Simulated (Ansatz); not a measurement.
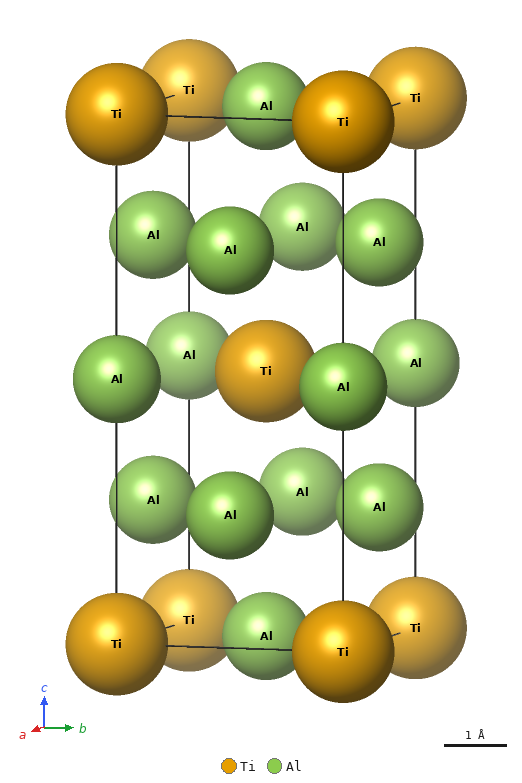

The image is a spheres-only drawing of a crystal, viewed slightly off an axis. The lines enclose the conventional unit cell; boundary atoms appear with their images.

TiAl3, space group I4/mmm (No. 139), a = 3.845 Å, b = 3.845 Å, c = 8.623 Å, α = 90.00°, β = 90.00°, γ = 90.00°. Provenance: a structure listed in the Materials Project. Earlier steps of the study may have refined or changed the cell and positions. It went into a calculation with Ansatz.

This one geometry was computed with Ansatz (DFT, plane waves, PAW) at three levels of theory: r2SCAN, LDA and PBE.

**Which level gives the highest pressure at this volume, and what does that say about its equilibrium volume?**

Highest: PBE (0.0 GPa), which points to the largest equilibrium volume. Lowest, with the smallest volume: LDA (-5.4 GPa). Levels within 0.5 GPa of each other can't be told apart.

**How does the band gap change with the level of theory?**

All levels give a metal.

**Collect the results in a table.**

| level | cutoff (eV) | k-mesh of the run's cell | gap (eV) | pressure (GPa) |
| --- | --- | --- | --- | --- |
| r2SCAN | 500 | 16×16×16 | metal | -2.0 |
| LDA | 420 | 16×16×16 | metal | -5.4 |
| PBE | 420 | 16×16×16 | metal | 0.0 |

Gaps are taken on the k-mesh or band path of each run.
